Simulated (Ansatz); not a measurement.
# What a change does: geometry relaxation on Co2Si3

System: Co2Si3 (P-3m1, 5 atoms in the cell).
Method of run A: DFT PBE, scalar-relativistic, plane waves, PAW, no spin polarisation (Ansatz 0.2.0).

The structure was built on a prototype by a generator; it need not be a known phase. Text and figures count atoms from 1; the logs count them from 0 in places.

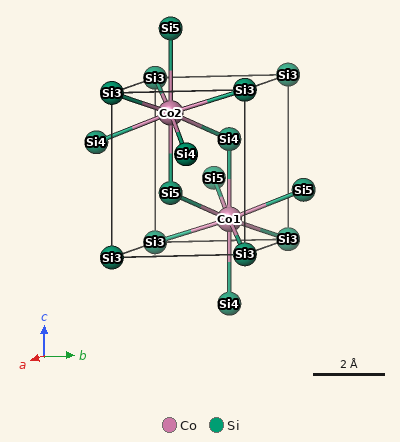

Fig. 1: The starting structure (ball-and-stick view of the cell of the calculation, seen slightly off an axis; bonded neighbours outside the cell are drawn too; atoms are numbered from 1 in the order of the input).

## The input, run A
```yaml
crystal:
  lattice:
    - [3.83581649, 0.0, 0.0]
    - [-1.917908245, 3.3219145246, 0.0]
    - [0.0, 0.0, 4.6848755824]
  atoms:
    - { symbol: Co, position: [0.3333333333, 0.6666666667, 0.1582096384] }
    - { symbol: Co, position: [0.6666666667, 0.3333333333, 0.8417903616] }
    - { symbol: Si, position: [0.0, 0.0, 0.0] }
    - { symbol: Si, position: [0.3333333333, 0.6666666667, 0.6450783458] }
    - { symbol: Si, position: [0.6666666667, 0.3333333333, 0.3549216542] }
basis:
  ecutwfc: 420
kpoints:
  mp_grid: { grid: [12, 12, 8] }
hamiltonian:
  xc: pbe
scf:
  occupations: { method: gaussian, width: 0.1 }
output:
  forces: true
  stress: true
  eigenvalues: true
relax:
  adjacent_minimum: "off"
  f_tol: 0.01
  max_steps: 80
  cell: { stress_tol: 0.05 }
```

Command:
```bash
ansatz run input.yaml --threads 1 --pin off --max-ram 2560MiB --backend cpu --events-out ev --progress --plain --runs-dir out
```

Hardware: 1 thread of Intel Xeon (Granite Rapids), 192 GiB of memory available, shared host.

## Output, shortened to warnings, some set-up lines, iterations and results (run A)
```
Basis set: ecut = 420 eV, 1143 PW (Γ), exchange–correlation on 54×54×64 points (8 copies of the dense FFT grid, shifted against one another)
Symmetry: 12 space group operations
k-points: 131 of 1152
Initial density: superposition of atomic densities (neutral atoms: chi_scale 0, normalization atom), corrected by the library's trained network
[...]
SCF iter   1: F=—  HF=-12162.036583 eV  |F-HF|=—  |Δ(HF+E_count)|=         —  Δρ=4.00e-3  dr2=8.07e-3  ethr=1.77e-3  ⟨swp⟩=6.0  Hψ=16230  notcnv=0
SCF iter   2: F=—  HF=-12162.036334 eV  |F-HF|=—  |Δ(HF+E_count)|=   2.49e-4  Δρ=2.50e-3  dr2=2.59e-3  ethr=1.75e-5  ⟨swp⟩=2.1  Hψ=6339  notcnv=0
SCF iter   3: F=—  HF=-12162.035919 eV  |F-HF|=—  |Δ(HF+E_count)|=   4.15e-4  Δρ=1.02e-3  dr2=5.86e-4  ethr=5.64e-6  ⟨swp⟩=2.1  Hψ=5083  notcnv=0
SCF iter   4: F=—  HF=-12162.035846 eV  |F-HF|=—  |Δ(HF+E_count)|=   7.29e-5  Δρ=3.23e-4  dr2=3.96e-5  ethr=1.27e-6  ⟨swp⟩=2.5  Hψ=5394  notcnv=0
SCF iter   5: F=—  HF=-12162.035747 eV  |F-HF|=—  |Δ(HF+E_count)|=   9.96e-5  Δρ=1.41e-4  dr2=9.24e-6  ethr=8.60e-8  ⟨swp⟩=1.3  Hψ=3946  notcnv=0
[... 24 lines ...]
SCF iter   4: F=—  HF=-12162.037396 eV  |F-HF|=—  |Δ(HF+E_count)|=  2.13e-10  Δρ=1.12e-6  dr2=1.06e-9  ethr=4.25e-12  ⟨swp⟩=2.3  Hψ=6556  notcnv=0
SCF iter   5: F=—  HF=-12162.037396 eV  |F-HF|=—  |Δ(HF+E_count)|=  1.95e-10  Δρ=5.34e-7  dr2=2.59e-10  ethr=2.29e-12  ⟨swp⟩=1.1  Hψ=3747  notcnv=0
SCF iter   6: F=-12162.037396 eV  HF=-12162.037396 eV  |F-HF|=1.82e-12  |Δ(HF+E_count)|=  7.46e-11  Δρ=9.78e-8  dr2=2.37e-12  ethr=1.00e-12  ⟨swp⟩=3.3  Hψ=14768  notcnv=0
SCF 4 converged in 6 iterations: F = -12162.037396 eV  dr2 = 2.37e-12
relax step   4: F+E_penalty+E_count = -12162.03739638 eV  Δ(F+E_penalty+E_count) = -6.538e-5 eV  max|allowed force component| = 4.854e-3 eV/Å  Δτ_max = 0.0000 Å  P = -0.009 …
basis re-selected at this cell: Δ(F+E_penalty+E_count) = -6.538e-5 eV, ΔP = +0.002 GPa vs the last step (what re-selecting the basis moved, of the pressure what is left beyond the Pulay correction that the steps carried, after the strain that the cell walked since its last selection, with what the …
SCF converged after 6 iterations
Free energy (F): -12162.037396 eV
Harris-Foulkes:  -12162.037396 eV  (|F-HF|=1.82e-12)
Internal energy: -12162.028339 eV  (E = F + TS)
E sigma→0 (E₀):  -12162.032868 eV
Entropy (-TS):   -0.009057 eV (-1.811 meV/atom)
Fermi energy:    15.087359 eV
--- Per-component energies (eV) ---
  E_band       = -529.552237
  E_kinetic    = 1050.354223
  E_local      = -8079.911310  (includes V_loc(G=0)·N_el)
  E_nonlocal   = 982.581697
  E_hartree    = 3535.431252
  E_xc         = -491.464360
  E_vxc        = -561.627190  (∫ρ·V_xc dr)
  E_paw        = -4571.815168  (= ΣΔE_a)
  E_vpaw       = -991.812307  (= ΣTr[D̂ρ^β])
  E_aug_tail   = 0.000192  (compensation charges beyond the density's cutoff)
  E_ewald      = -4587.204864
  E_smearing   = -0.009057  (= −TS)
  E_closure    = 0.000000  (closes the sum)
  Σ components = -12162.037396   (vs F -12162.037396, Δ=0.00e0)
--- Forces (eV/Å), atoms counted from 1 ---
  atom   1  Co     0.00000000    -0.00000000    -0.00485391
  atom   2  Co     0.00000000     0.00000000     0.00485391
  atom   3  Si     0.00000000    -0.00000000     0.00000000
  atom   4  Si    -0.00000000     0.00000000    -0.00189188
  atom   5  Si     0.00000000    -0.00000000     0.00189188
  max |Σ_I F_I| component: 1.05e-30 eV/Å
--- Stress (GPa, compression-positive) ---
       -0.018982       0.000000       0.000000
        0.000000      -0.018982      -0.000000
        0.000000      -0.000000       0.011493
  P = ⅓ Tr σ = -0.0088 GPa (-0.088 kbar)
--- Relaxed structure (3 steps of the walk, 3 accepted, 1 SCFs on fresh bases) ---
  F+E_penalty+E_count = -12162.03739638 eV   max|allowed force component| = 4.854e-3 eV/Å   (the final SCF, on the basis selected at the relaxed cell)
  cell:  # Å, volume = 59.7958 Å³
    - [3.847897206971774, -3.7804792392373576e-34, -7.161763622169833e-19]
    - [-1.923948603485887, 3.3323767323887448, 3.5808818110849163e-19]
    - [-8.747022076752175e-19, -5.771611768913306e-35, 4.663297712694634]
  atoms:
[...]
```

The input of run B differs as follows (lines with − go, lines with + come):
```diff
+  max_iter: 60
+magnetization:
+  spin_polarized: true
+  initial_magnetization: 1
```

How does run B compare with run A?

The energy is the same within 0.01 meV per atom. With spin allowed, the absolute moment of the cell comes to 0.00 μB. The SCF takes 41 iterations over all geometry steps against 26. On the same kind of shared host run B took about 2.7 times as long. The two runs start from different initial densities, which also moves the count.

## Output, shortened to warnings, some set-up lines, iterations and results (run B)
```
WARN: the starting moments were not kept: the SCF closed with an absolute magnetisation of 1.8e-6 μB, where they sum to 1 μB in size (5 sites). That is at most 0.1 of that sum. Measured as dr2_m measures the in/out step, that magnetisation stands 3.2e-12 eV from none, at or under the dr2_threshold of 1.0e-7 eV: it is no larger than a step whose dr2_m would equal this threshold. The system may …
Basis set: ecut = 420 eV, 1143 PW (Γ), exchange–correlation on 54×54×64 points (8 copies of the dense FFT grid, shifted against one another)
Symmetry: 12 space group operations
k-points: 131 of 1152
Initial density: superposition of atomic densities (chi_scale 0.1, normalization cell)
[...]
SCF iter   1: F=—  HF=-12152.249530 eV  |F-HF|=—  |Δ(HF+E_count)|=         —  Δρ=3.59e-2 (↑2.29e-2 ↓3.59e-2)  dr2=1.74e0  dr2_m=7.55e-2  M=1.000 μB ∫|m|=1.000 μB  β_m=0.30  …
SCF iter   2: F=—  HF=-12156.056553 eV  |F-HF|=—  |Δ(HF+E_count)|=         —  Δρ=2.76e-2 (↑2.05e-2 ↓2.76e-2)  dr2=1.85e0  dr2_m=9.12e-2  M=0.151 μB ∫|m|=0.205 μB  β_m=0.30  …
SCF iter   3: F=—  HF=-12158.870643 eV  |F-HF|=—  |Δ(HF+E_count)|=    2.81e0  Δρ=2.38e-2 (↑1.68e-2 ↓2.38e-2)  dr2=1.62e0  dr2_m=4.46e-2  M=0.158 μB ∫|m|=0.202 μB  β_m=0.44  …
SCF iter   4: F=—  HF=-12162.143057 eV  |F-HF|=—  |Δ(HF+E_count)|=    3.27e0  Δρ=1.93e-2 (↑1.93e-2 ↓1.42e-2)  dr2=3.66e-1  dr2_m=5.60e-3  M=0.108 μB ∫|m|=0.163 μB  β_m=0.51  …
SCF iter   5: F=—  HF=-12161.927523 eV  |F-HF|=—  |Δ(HF+E_count)|=   2.16e-1  Δρ=4.71e-3 (↑4.58e-3 ↓4.71e-3)  dr2=9.03e-2  dr2_m=2.13e-3  M=0.061 μB ∫|m|=0.125 μB  β_m=0.57  …
[... 39 lines ...]
SCF iter   7: F=—  HF=-12162.037393 eV  |F-HF|=—  |Δ(HF+E_count)|=  4.00e-10  Δρ=6.81e-8 (↑5.87e-8 ↓6.81e-8)  dr2=6.88e-12  dr2_m=1.63e-14  M=0.000 μB ∫|m|=0.000 μB  β_m=0.76 …
SCF iter   8: F=—  HF=-12162.037393 eV  |F-HF|=—  |Δ(HF+E_count)|=  4.91e-11  Δρ=3.24e-8 (↑3.18e-8 ↓3.24e-8)  dr2=1.97e-12  dr2_m=6.91e-17  M=0.000 μB ∫|m|=0.000 μB  β_m=0.85 …
SCF iter   9: F=-12162.037393 eV  HF=-12162.037393 eV  |F-HF|=3.64e-12  |Δ(HF+E_count)|=  7.28e-12  Δρ=3.35e-9 (↑3.35e-9 ↓3.30e-9)  dr2=1.07e-14  dr2_m=6.06e-17  M=-0.000 μB …
SCF 4 converged in 9 iterations: F = -12162.037393 eV  dr2 = 1.07e-14
relax step   4: F+E_penalty+E_count = -12162.03739347 eV  Δ(F+E_penalty+E_count) = -6.225e-5 eV  max|allowed force component| = 5.188e-3 eV/Å  Δτ_max = 0.0000 Å  P = -0.006 …
basis re-selected at this cell: Δ(F+E_penalty+E_count) = -6.225e-5 eV, ΔP = +0.003 GPa vs the last step (what re-selecting the basis moved, of the pressure what is left beyond the Pulay correction that the steps carried, after the strain that the cell walked since its last selection, with what the …
SCF converged after 9 iterations
Magnetization: -0.0000 μB (23.0000 up, 23.0000 down)
Absolute magnetization: 0.0000 μB (∫|ρ↑−ρ↓|, with the PAW one-centre terms)
Spin contamination: 0.0000 ħ² per cell (⟨S²⟩ above its minimum at these occupations)
Per-site moments (μB) at R_I (Å): [(-6.817526474241854e-9, 0.9383348719877951), (-6.817526192158337e-9, 0.9383348719877951), (9.491224857406401e-11, 0.9650435870431999), (3.081685625615389e-10, 0.9383348719877951), (3.0816864951897014e-10, 0.9383348719877951)]
Free energy (F): -12162.037393 eV
Harris-Foulkes:  -12162.037393 eV  (|F-HF|=3.64e-12)
Internal energy: -12162.028336 eV  (E = F + TS)
E sigma→0 (E₀):  -12162.032865 eV
Entropy (-TS):   -0.009057 eV (-1.811 meV/atom)
Fermi energy:    15.087638 eV
--- Per-component energies (eV) ---
  E_band       = -529.541065
  E_kinetic    = 1050.356661
  E_local      = -8079.840710  (includes V_loc(G=0)·N_el)
  E_nonlocal   = 982.582260
  E_hartree    = 3535.401199
  E_xc         = -491.465201
  E_vxc        = -561.628319  (∫ρ·V_xc dr)
  E_paw        = -4571.815924  (= ΣΔE_a)
  E_vpaw       = -991.813546  (= ΣTr[D̂ρ^β])
  E_aug_tail   = 0.000192  (compensation charges beyond the density's cutoff)
  E_ewald      = -4587.246813
  E_smearing   = -0.009057  (= −TS)
  E_closure    = 0.000000  (closes the sum)
  Σ components = -12162.037393   (vs F -12162.037393, Δ=0.00e0)
--- Forces (eV/Å), atoms counted from 1 ---
  atom   1  Co     0.00000000     0.00000000    -0.00518838
  atom   2  Co    -0.00000000     0.00000000     0.00518838
  atom   3  Si     0.00000000    -0.00000000     0.00000000
  atom   4  Si     0.00000000    -0.00000000    -0.00181489
  atom   5  Si     0.00000000     0.00000000     0.00181489
  max |Σ_I F_I| component: 1.85e-17 eV/Å
--- Stress (GPa, compression-positive) ---
       -0.015678       0.000000       0.000000
        0.000000      -0.015678       0.000000
        0.000000       0.000000       0.013860
  P = ⅓ Tr σ = -0.0058 GPa (-0.058 kbar)
[...]
```

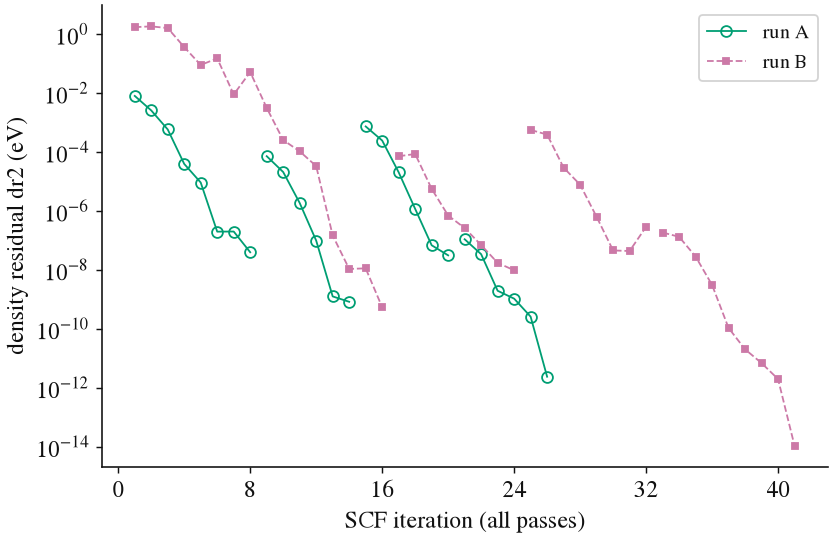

Fig. 2: Convergence of the two runs: density residual dr2 against the SCF iteration. A break in a curve parts two SCF passes. Run A takes 26 iterations in all, and run B takes 41.

## The two runs side by side

| quantity | run A | run B |
| --- | --- | --- |
| outcome | converged | converged |
| free energy per atom (eV) | −2432.4075 | −2432.4075 |
| energy per atom, smearing taken to zero (eV) | −2432.4066 | −2432.4066 |
| gap on the mesh (eV) | 0.00 | 0.00 |
| pressure (GPa) | −0.01 | −0.01 |
| largest force (eV/Å) | 0.005 | 0.005 |
| SCF iterations | 26 | 41 |
| irreducible k-points | 131 | 131 |
| net moment of the cell (μB) | – | 0.00 |
| absolute moment of the cell (μB) | – | 0.00 |
| wall time (shared host) | 24 s | 66 s |

For run A: The run has no spin polarisation, so a magnetic state may lie lower. For run B: This input holds a deliberate fault: an impossible spin (`magnetization`). It did no harm here: the run converged to the energy of the sound run within 1 meV per atom. Warnings: some starting moments were not kept.
